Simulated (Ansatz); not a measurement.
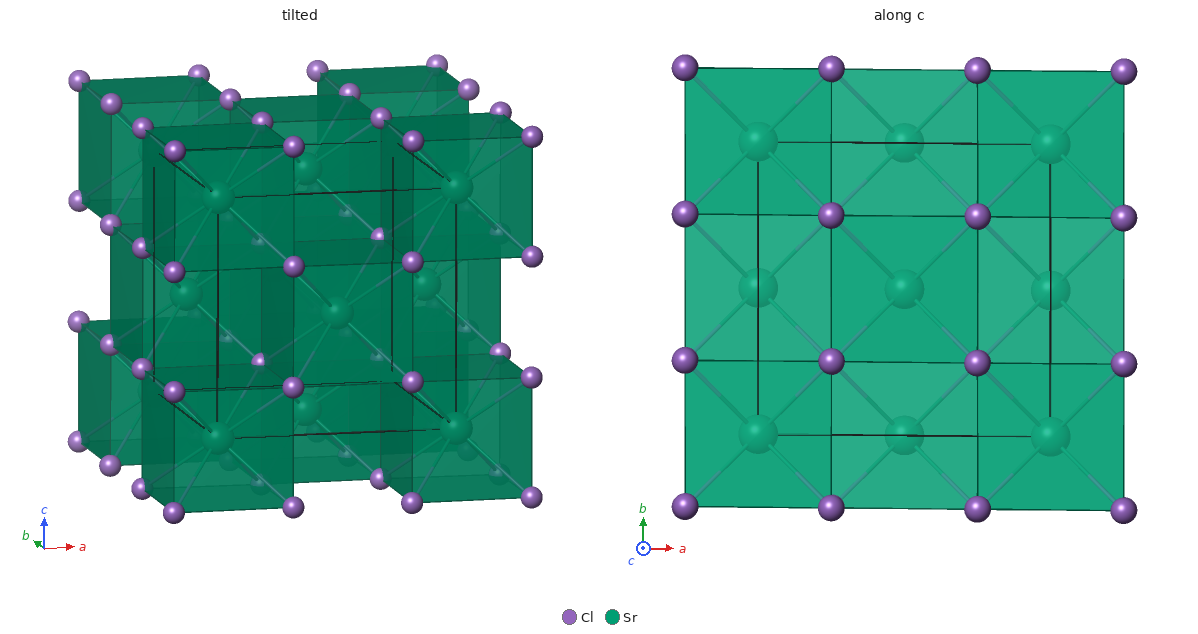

The crystal in a polyhedral representation, seen slightly off an axis and along the c axis. Atoms at the boundary of the drawn cell (a repeat of the simulation cell) (the box) are drawn once for each face, edge or corner they touch. A few atoms beyond the faces are included.

SrCl$_{2}$, a = 6.964 Å, b = 6.964 Å, c = 6.964 Å, α = 90.52°, β = 90.52°, γ = 90.52°. Strictly the space group is R-3m (No. 166, within 0.01 Å). It is a distorted form of a face-centred cubic structure, space group Fm-3m (No. 225) within 0.25 Å: fluorite (CaF₂ type). Starting structure: a structure type filled with these elements by a generator (whether the compound takes this form wasn't checked). The cell was then strained or its atoms displaced on purpose. It went into a calculation with Ansatz.

This one geometry was computed with Ansatz (DFT, plane waves, PAW) at three levels of theory: HSE06, PBE and r2SCAN. It was relaxed with r2SCAN and then strained.

### How does the band gap change with the level of theory?

PBE: a gap of 5.37 eV, indirect; r2SCAN: a gap of 5.99 eV, direct; HSE06: a gap of 6.65 eV, indirect.

### Collect the results in a table.

| level | cutoff (eV) | k-mesh of the run's cell | gap (eV) | pressure (GPa) |
| --- | --- | --- | --- | --- |
| HSE06 | 420 | 4×4×4 | 6.65 | 0.7 |
| PBE | 420 | 6×6×6 | 5.37 | 1.2 |
| r2SCAN | 500 | 6×6×6 | 5.99 | 0.5 |

Gaps are taken on the k-mesh or band path of each run.
